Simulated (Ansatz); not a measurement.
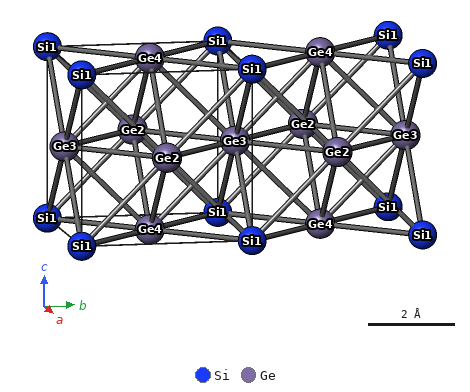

**Figure 1.** The structure as given in the input (ball-and-stick view of the cell of the calculation, repeated 1 × 2 × 1, seen slightly off an axis; atoms are numbered from 1 in the order of the input). Near neighbours in the crystal (not all of them lie inside the picture): Si has 12 Ge at 2.87 Å; Ge has 8 Ge at 2.87 Å and 4 Si at 2.87 Å.

**Geometry relaxation, with input and output: Ge3Si (part 1 of 2)**

The run: geometry relaxation of Ge3Si (Pm-3m, 4 atoms in the cell). Method and program: DFT r2SCAN, scalar-relativistic, plane waves, PAW, no spin polarisation (Ansatz 0.2.0).

The structure was made by swapping elements on the sites of another compound; it need not be a known phase. It belongs to a series of runs on one base structure; here: Cu3Au (L1_2) type (Pm-3m, No. 221). Figures and captions count atoms from 1; the log counts them from 0 in places.

Input
```yaml
crystal:
  lattice:
    - [4.0528818138, 0.0, 0.0]
    - [0.0, 4.0528818138, 0.0]
    - [0.0, 0.0, 4.0528818138]
  atoms:
    - { symbol: Si, position: [0.0, 0.0, 0.0] }
    - { symbol: Ge, position: [0.0, 0.5, 0.5] }
    - { symbol: Ge, position: [0.5, 0.0, 0.5] }
    - { symbol: Ge, position: [0.5, 0.5, 0.0] }
basis:
  ecutwfc: 500
kpoints:
  mp_grid: { grid: [4, 4, 4] }
hamiltonian:
  xc: r2scan
scf:
  occupations: { method: gaussian, width: 0.1 }
  lower_state_search: "off"
output:
  forces: true
  stress: true
  eigenvalues: true
relax:
  adjacent_minimum: "off"
  f_tol: 0.04
  max_steps: 70
  cell: { stress_tol: 0.4 }
```

Run on 1 thread of Intel Xeon (Granite Rapids), 192 GiB of memory available, shared host.

Command:
```bash
ansatz run input.yaml --threads 1 --pin off --max-ram 2560MiB --backend cpu --events-out ev --progress --plain --runs-dir out
```

Output
```
Engine: ansatz 0.2.0, x86_64-unknown-linux-gnu
Pseudopotentials: kind: paw
Pseudopotential: Si, paw, valence charge 4, recommended cutoff 500 eV (meta_gga), Si.paw.azcp
Pseudopotential: Ge, paw, valence charge 14, recommended cutoff 500 eV (meta_gga), Ge.paw.azcp
Functional definition: r2SCAN
  parameter k0 = 0.174
  parameter k1 = 0.065
  parameter a1 = 4.9479
  exchange = r2scan_x(k0 = k0, k1 = k1, a1 = a1)
  correlation = r2scan_c
Crystal: 4 atoms, lattice volume = 66.572 Å³
Basis set: ecut = 500 eV, 1743 PW (Γ), exchange–correlation on 120×120×120 points (64 copies of the dense FFT grid, shifted against one another)
Bands: 28, of which v1, the nominal top of the filled ones, is band 23 counted from 1 (22 counted from 0)
Symmetry: 48 space group operations
Space group: Pm-3m (ITA 221), of the structure as read, at distance tolerance 4.1e-5 Å
k-points: 10 of 64
Non-local potential: Si, projectors of the file, l = 0: 2, l = 1: 2, l = 2: 2
Non-local potential: Ge, projectors of the file, l = 0: 2, l = 1: 2, l = 2: 3, l = 3: 1
PAW form: soft (Blöchl's): semilocal exchange-correlation on the pseudo side does not see the compensation charge
PAW frozen core: Si, regenerated for the run's functional (the file was generated under x = pbe(κ = 0.804, μ = 0.2195149727645171), c = pbe(β = 0.06672455060314922))
PAW frozen core: Ge, regenerated for the run's functional (the file was generated under x = pbe(κ = 0.804, μ = 0.2195149727645171), c = pbe(β = 0.06672455060314922))
PAW one-centre angular grid: Si, 302 points (default); XC on 160 Gauss nodes
PAW one-centre angular grid: Ge, 590 points (default); XC on 160 Gauss nodes
Initial density: superposition of atomic densities (neutral atoms: chi_scale 0, normalization atom), corrected by the library's trained network
Initial wavefunctions: pseudopotential atomic-orbital guess
Functional: x = r2scan, c = r2scan; τ floored in thin density (d = 2e-4 eV/Å³)
SCF iter   1: F=-13544.937803 eV  HF=-13544.946825 eV  |F-HF|=9.02e-3  |Δ(HF+E_count)|=         —  Δρ=5.77e-3  dr2=2.46e-2  dr2_τ=3.92e-3  ethr=1.77e-3  ⟨swp⟩=5.9  Hψ=1170  notcnv=0
preconditioner: auto → Resta (q_TF=auto, 2.565 Å⁻¹)  ε∞=3.0  [insulator: Δε(μ)=0.277 eV  Ē_g=21.834 eV  σ=0.100 eV  W_gap=0.50  n_scr=18 (ndim 8)  ℏωp=30.9 eV  f_vac=0.000  D(μ)=1.82/eV (n_scr^D=18)  ε∞_Penn≈3.0]
SCF iter   2: F=-13544.972329 eV  HF=-13544.971389 eV  |F-HF|=9.40e-4  |Δ(HF+E_count)|=   2.46e-2  Δρ=1.41e-3  dr2=1.05e-3  dr2_τ=6.68e-5  ethr=5.35e-5  ⟨swp⟩=2.0  Hψ=673  notcnv=0  defer=7
SCF iter   3: F=-13544.972939 eV  HF=-13544.972202 eV  |F-HF|=7.36e-4  |Δ(HF+E_count)|=   8.14e-4  Δρ=9.72e-4  dr2=5.17e-4  dr2_τ=5.69e-6  ethr=2.29e-6  ⟨swp⟩=2.0  Hψ=545  notcnv=0  defer=7
SCF iter   4: F=-13544.973171 eV  HF=-13544.973087 eV  |F-HF|=8.34e-5  |Δ(HF+E_count)|=   8.85e-4  Δρ=2.80e-4  dr2=5.48e-5  dr2_τ=4.47e-7  ethr=1.12e-6  ⟨swp⟩=2.0  Hψ=396  notcnv=0  defer=7
SCF iter   5: F=-13544.973198 eV  HF=-13544.973197 eV  |F-HF|=1.74e-6  |Δ(HF+E_count)|=   1.09e-4  Δρ=5.11e-5  dr2=1.43e-6  dr2_τ=8.89e-9  ethr=1.19e-7  ⟨swp⟩=2.0  Hψ=356  notcnv=0  defer=7
SCF iter   6: F=-13544.973199 eV  HF=-13544.973199 eV  |F-HF|=1.97e-8  |Δ(HF+E_count)|=   2.34e-6  Δρ=5.72e-6  dr2=2.49e-8  dr2_τ=1.99e-10  ethr=2.17e-10  ⟨swp⟩=6.2  Hψ=1349  notcnv=0
SCF 1 converged in 6 iterations: F = -13544.973199 eV  dr2 = 2.49e-8
  greatest PAW one-centre occupation: 0.998 electrons in one spin orbital (limit 2), on the Ge atom at site 1 (counted from 0), in its partial waves of l = 2
relax step   1: F+E_penalty+E_count = -13544.97319903 eV  Δ(F+E_penalty+E_count) = +0.000e0 eV  max|allowed force component| = 2.906e-29 eV/Å  Δτ_max = 0.0000 Å  P = +9.830 GPa  Ω = 66.572 Å³  (6 SCF iters, dr2 threshold 1.00e-7 eV, accepted)
Crystal: 4 atoms, lattice volume = 77.051 Å³
Basis set: ecut = 500 eV, 1935 PW (Γ), exchange–correlation on 120×120×120 points (64 copies of the dense FFT grid, shifted against one another)
Initial density: handed on by an earlier stage of this run
Initial wavefunctions: those handed on with the density
iter 1 solved again at ethr=4.17e-5 eV; its pass at ethr=3.10e-3 eV (dr2=1.92e-2 eV) is discarded
SCF iter   1: F=-13545.139603 eV  HF=-13544.615543 eV  |F-HF|=5.24e-1  |Δ(HF+E_count)|=         —  Δρ=3.80e-3  dr2=1.92e-2  dr2_τ=6.80e-2  ethr=4.17e-5  ⟨swp⟩=1.2  Hψ=1587  notcnv=0
preconditioner: auto → Resta (q_TF=auto, 2.504 Å⁻¹)  ε∞=2.8  [insulator: Δε(μ)=0.177 eV  Ē_g=21.152 eV  σ=0.100 eV  W_gap=0.78  n_scr=18 (ndim 8)  ℏωp=28.7 eV  f_vac=0.000  D(μ)=0.72/eV (n_scr^D=0)  ε∞_Penn≈2.8]
SCF iter   2: F=-13545.160426 eV  HF=-13545.170109 eV  |F-HF|=9.68e-3  |Δ(HF+E_count)|=   5.55e-1  Δρ=2.60e-3  dr2=1.41e-2  dr2_τ=1.59e-4  ethr=4.17e-5  ⟨swp⟩=2.0  Hψ=600  notcnv=0
SCF iter   3: F=-13545.166697 eV  HF=-13545.168053 eV  |F-HF|=1.36e-3  |Δ(HF+E_count)|=   2.06e-3  Δρ=1.55e-3  dr2=3.48e-3  dr2_τ=1.22e-5  ethr=3.06e-5  ⟨swp⟩=1.5  Hψ=358  notcnv=0
SCF iter   4: F=-13545.168254 eV  HF=-13545.167944 eV  |F-HF|=3.10e-4  |Δ(HF+E_count)|=   1.08e-4  Δρ=7.21e-4  dr2=3.54e-4  dr2_τ=2.31e-6  ethr=7.57e-6  ⟨swp⟩=2.0  Hψ=367  notcnv=0
SCF iter   5: F=-13545.167781 eV  HF=-13545.168529 eV  |F-HF|=7.47e-4  |Δ(HF+E_count)|=   5.84e-4  Δρ=6.63e-4  dr2=9.75e-4  dr2_τ=3.34e-6  ethr=7.69e-7  ⟨swp⟩=2.8  Hψ=510  notcnv=0  recentre
SCF iter   6: F=-13545.168256 eV  HF=-13545.168356 eV  |F-HF|=1.00e-4  |Δ(HF+E_count)|=   1.73e-4  Δρ=2.76e-4  dr2=1.53e-4  dr2_τ=5.65e-7  ethr=7.69e-7  ⟨swp⟩=2.0  Hψ=340  notcnv=0
SCF iter   7: F=-13545.168338 eV  HF=-13545.168337 eV  |F-HF|=3.40e-7  |Δ(HF+E_count)|=   1.87e-5  Δρ=2.69e-5  dr2=4.82e-7  dr2_τ=4.12e-9  ethr=3.34e-7  ⟨swp⟩=2.0  Hψ=344  notcnv=0
SCF iter   8: F=-13545.168338 eV  HF=-13545.168338 eV  |F-HF|=6.79e-8  |Δ(HF+E_count)|=   5.84e-7  Δρ=5.96e-6  dr2=8.56e-8  dr2_τ=2.75e-10  ethr=8.70e-10  ⟨swp⟩=5.9  Hψ=1123  notcnv=0
SCF 2 converged in 8 iterations: F = -13545.168338 eV  dr2 = 8.56e-8
  greatest PAW one-centre occupation: 0.998 electrons in one spin orbital (limit 2), on the Ge atom at site 3 (counted from 0), in its partial waves of l = 2
relax step   2: F+E_penalty+E_count = -13545.16833779 eV  Δ(F+E_penalty+E_count) = -1.951e-1 eV  max|allowed force component| = 4.750e-30 eV/Å  Δτ_max = 0.0000 Å  P = -2.550 GPa  Ω = 77.051 Å³  energy of the carried Pulay correction = -2.808e-3 eV  (8 SCF iters, dr2 threshold 4.00e-7 eV, accepted)
Crystal: 4 atoms, lattice volume = 74.632 Å³
Basis set: ecut = 500 eV, 1863 PW (Γ), exchange–correlation on 120×120×120 points (64 copies of the dense FFT grid, shifted against one another)
iter 1 solved again at ethr=1.23e-7 eV; its pass at ethr=3.10e-3 eV (dr2=5.65e-5 eV) is discarded
SCF iter   1: F=-13545.190472 eV  HF=-13545.176614 eV  |F-HF|=1.39e-2  |Δ(HF+E_count)|=         —  Δρ=3.00e-4  dr2=5.47e-5  dr2_τ=2.81e-3  ethr=1.23e-7  ⟨swp⟩=2.1  Hψ=1724  notcnv=0
preconditioner: auto → Kerker (q_TF=auto, 2.517 Å⁻¹)  [metal: Δε(μ)=0.073 eV  Ē_g=21.238 eV  σ=0.100 eV  W_gap=0.39  n_scr=18 (ndim 8)  ℏωp=29.2 eV  f_vac=0.000  D(μ)=1.07/eV (n_scr^D=6)]
SCF iter   2: F=-13545.190930 eV  HF=-13545.190989 eV  |F-HF|=5.89e-5  |Δ(HF+E_count)|=   1.44e-2  Δρ=3.23e-4  dr2=1.54e-4  dr2_τ=1.14e-6  ethr=1.19e-7  ⟨swp⟩=3.0  Hψ=579  notcnv=0  recentre
SCF iter   3: F=-13545.190975 eV  HF=-13545.190985 eV  |F-HF|=9.89e-6  |Δ(HF+E_count)|=   3.70e-6  Δρ=2.69e-4  dr2=8.93e-5  dr2_τ=4.37e-7  ethr=1.19e-7  ⟨swp⟩=2.5  Hψ=519  notcnv=0
SCF iter   4: F=-13545.191011 eV  HF=-13545.191017 eV  |F-HF|=5.70e-6  |Δ(HF+E_count)|=   3.18e-5  Δρ=1.13e-4  dr2=1.00e-5  dr2_τ=1.14e-7  ethr=1.19e-7  ⟨swp⟩=3.0  Hψ=524  notcnv=0
SCF iter   5: F=-13545.191011 eV  HF=-13545.191023 eV  |F-HF|=1.23e-5  |Δ(HF+E_count)|=   5.79e-6  Δρ=9.80e-5  dr2=1.98e-5  dr2_τ=8.30e-8  ethr=2.18e-8  ⟨swp⟩=2.0  Hψ=513  notcnv=0
SCF iter   6: F=-13545.191017 eV  HF=-13545.191023 eV  |F-HF|=5.80e-6  |Δ(HF+E_count)|=   1.41e-8  Δρ=6.41e-5  dr2=8.40e-6  dr2_τ=9.72e-9  ethr=2.18e-8  ⟨swp⟩=2.0  Hψ=315  notcnv=0
SCF iter   7: F=-13545.191021 eV  HF=-13545.191022 eV  |F-HF|=1.05e-6  |Δ(HF+E_count)|=   8.22e-7  Δρ=2.86e-5  dr2=1.62e-6  dr2_τ=2.93e-9  ethr=1.83e-8  ⟨swp⟩=1.9  Hψ=306  notcnv=0
SCF iter   8: F=-13545.191022 eV  HF=-13545.191022 eV  |F-HF|=1.70e-7  |Δ(HF+E_count)|=   1.22e-7  Δρ=1.30e-5  dr2=3.15e-7  dr2_τ=8.99e-10  ethr=8.70e-10  ⟨swp⟩=3.0  Hψ=917  notcnv=0
SCF 3 converged in 8 iterations: F = -13545.191022 eV  dr2 = 3.15e-7
  greatest PAW one-centre occupation: 0.998 electrons in one spin orbital (limit 2), on the Ge atom at site 2 (counted from 0), in its partial waves of l = 2
relax step   3: F+E_penalty+E_count = -13545.19102170 eV  Δ(F+E_penalty+E_count) = -2.268e-2 eV  max|allowed force component| = 7.094e-30 eV/Å  Δτ_max = 0.0000 Å  P = -0.315 GPa  Ω = 74.632 Å³  energy of the carried Pulay correction = -2.197e-3 eV  (8 SCF iters, dr2 threshold 4.00e-7 eV, accepted)
Basis set: ecut = 500 eV, 1863 PW (Γ), exchange–correlation on 128×128×128 points (64 copies of the dense FFT grid, shifted against one another)
Initial wavefunctions: pseudopotential atomic-orbital guess (no wavefunctions were taken with the density)
iter 1 solved again at ethr=1.97e-8 eV; its pass at ethr=3.10e-3 eV (dr2=9.04e-6 eV) is discarded
SCF iter   1: F=-13545.193787 eV  HF=-13545.192233 eV  |F-HF|=1.55e-3  |Δ(HF+E_count)|=         —  Δρ=4.57e-4  dr2=5.50e-6  dr2_τ=6.16e-6  ethr=1.97e-8  ⟨swp⟩=3.2  Hψ=1902  notcnv=0
preconditioner: auto → Kerker (q_TF=auto, 2.517 Å⁻¹)  [metal: Δε(μ)=0.079 eV  Ē_g=21.234 eV  σ=0.100 eV  W_gap=0.42  n_scr=18 (ndim 8)  ℏωp=29.2 eV  f_vac=0.000  D(μ)=1.07/eV (n_scr^D=6)]
SCF iter   2: F=-13545.193799 eV  HF=-13545.193371 eV  |F-HF|=4.28e-4  |Δ(HF+E_count)|=   1.14e-3  Δρ=2.40e-4  dr2=2.98e-6  dr2_τ=6.26e-6  ethr=1.20e-8  ⟨swp⟩=2.0  Hψ=553  notcnv=0
SCF iter   3: F=-13545.193804 eV  HF=-13545.193773 eV  |F-HF|=3.09e-5  |Δ(HF+E_count)|=   4.02e-4  Δρ=6.75e-5  dr2=3.19e-7  dr2_τ=4.59e-7  ethr=6.48e-9  ⟨swp⟩=2.0  Hψ=363  notcnv=0
SCF iter   4: F=-13545.193805 eV  HF=-13545.193804 eV  |F-HF|=4.03e-7  |Δ(HF+E_count)|=   3.08e-5  Δρ=1.07e-5  dr2=3.27e-8  dr2_τ=6.73e-9  ethr=6.94e-10  ⟨swp⟩=2.0  Hψ=496  notcnv=0
SCF iter   5: F=-13545.193805 eV  HF=-13545.193805 eV  |F-HF|=1.15e-9  |Δ(HF+E_count)|=   4.13e-7  Δρ=8.82e-7  dr2=3.18e-10  dr2_τ=7.74e-12  ethr=5.57e-12  ⟨swp⟩=2.9  Hψ=1119  notcnv=0
SCF 4 converged in 5 iterations: F = -13545.193805 eV  dr2 = 3.18e-10
relax step   4: F+E_penalty+E_count = -13545.19380452 eV  Δ(F+E_penalty+E_count) = -2.783e-3 eV  max|allowed force component| = 4.778e-30 eV/Å  Δτ_max = 0.0000 Å  P = -0.296 GPa  Ω = 74.632 Å³  stress off target by 2.96e-1 GPa  SCF on the basis re-selected at this cell (its energy is not comparable with the rows above)  (5 SCF iters)
```

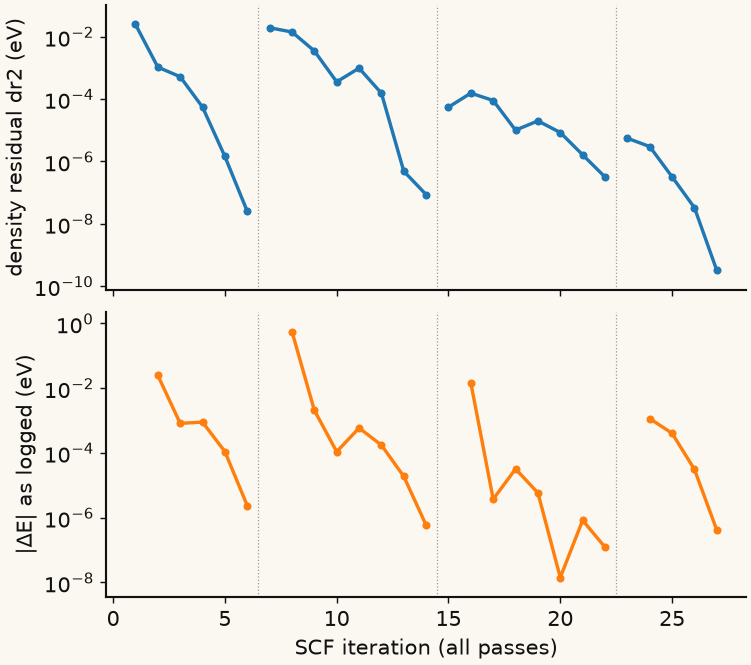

**Figure 2.** Convergence of the self-consistent field: density residual dr2 and size of the energy change against the SCF iteration. The dotted lines part the SCF passes of the relaxation: geometry steps, rejected trials and re-solves on a re-selected basis. The passes take 6, 8, 8 and 5 iterations.
